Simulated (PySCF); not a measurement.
## Run report: C₄H₈, single-point calculation

The run: single-point calculation of C₄H₈, SMILES C=CCC. Method and program: B2PLYP/6-31G*, RKS (PySCF 2.14.0).

The geometry comes from this level: PBE0-D4/def2-TZVP.

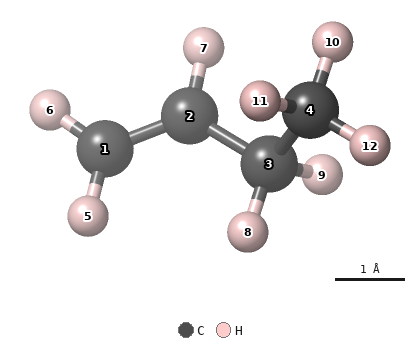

**Figure 1.** The input geometry (ball-and-stick view, seen at a tilt; atoms are numbered from 1 in the order of the input).

## Input (job.py)
```python
# C=CCC
from pyscf import gto, dft, mp

mol = gto.M(
    atom='geometry.xyz',
    verbose=3,
    max_memory=1860,
    charge=0,
    basis='6-31g*',
)

mf = dft.RKS(mol, xc='0.53*HF + 0.47*B88, 0.73*LYP')
mf.grids.level = 5
mf.conv_tol = 1e-10
mf.kernel()
if not mf.converged:
    mf = mf.newton().run(mf.mo_coeff, mf.mo_occ)

pt = mp.MP2(mf, frozen=4).run()
e_tot = mf.e_tot + 0.27 * pt.e_corr
print('PT2 part  %.8f' % (0.27 * pt.e_corr))
print('E = %.10f Eh' % e_tot)
```

## File geometry.xyz
```
12
C4H8
C     -0.102800     1.905000     0.560800
C      0.327700     0.889700    -0.174300
C     -0.446000    -0.352500    -0.465500
C      0.258200    -1.608200     0.036200
H     -1.092900     1.899200     1.007100
H      0.512900     2.778300     0.742300
H      1.330000     0.935100    -0.599700
H     -1.442300    -0.274800    -0.019600
H     -0.593000    -0.436900    -1.549400
H      1.253200    -1.704600    -0.406500
H      0.380200    -1.579000     1.121300
H     -0.308300    -2.506700    -0.218800
```

Machine: 1 thread of Arm Neoverse V1, 24 GiB of memory available, shared host.

Launch command:
```bash
OMP_NUM_THREADS=1 python job.py
```

## Log
```
[file] SyntaxWarning: invalid escape sequence '\W'
  S = {(paw_set(r)[0], bool(re.search(r"spin_orbit\W+true|paw_fr", str((r.get("files") or {}).get("input") or "")) or re.search("(?i)spin.orbit\W+(value\W+)?(true|yes)|value\W+spin-orbit", json.dumps(r.get("inputs"), default=str)))) for r in records}
converged SCF energy = -156.834988258079
E(RMP2) = -157.460531388186  E_corr = -0.625543130106861
E(SCS-RMP2) = -157.458926984648  E_corr = -0.623938726569314
PT2 part  -0.16889665
E = -157.0038849032 Eh
```

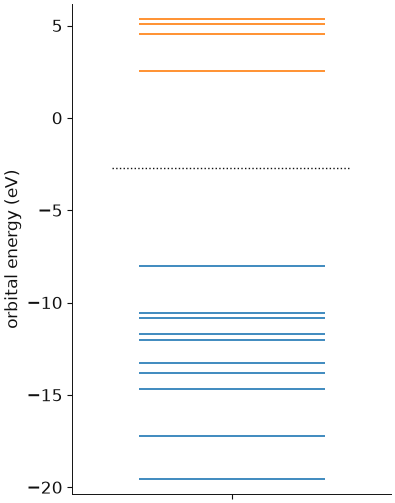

**Figure 2.** Orbital energies near the frontier; the dotted line parts filled from empty levels, and levels within 0.02 eV of each other stand side by side. Highest filled −8.01 eV, lowest empty 2.54 eV, 10.55 eV apart.

## Key numbers

| quantity | value |
| --- | --- |
| outcome | converged |
| total energy | −157.003885 hartree |
| SCF energy | −156.834988 hartree |
| basis functions | 72 |
| HOMO | −8.01 eV |
| LUMO | 2.54 eV |
| dipole moment | 0.32 D |
| wall time | 18 s |
| peak memory | 0.37 GiB |
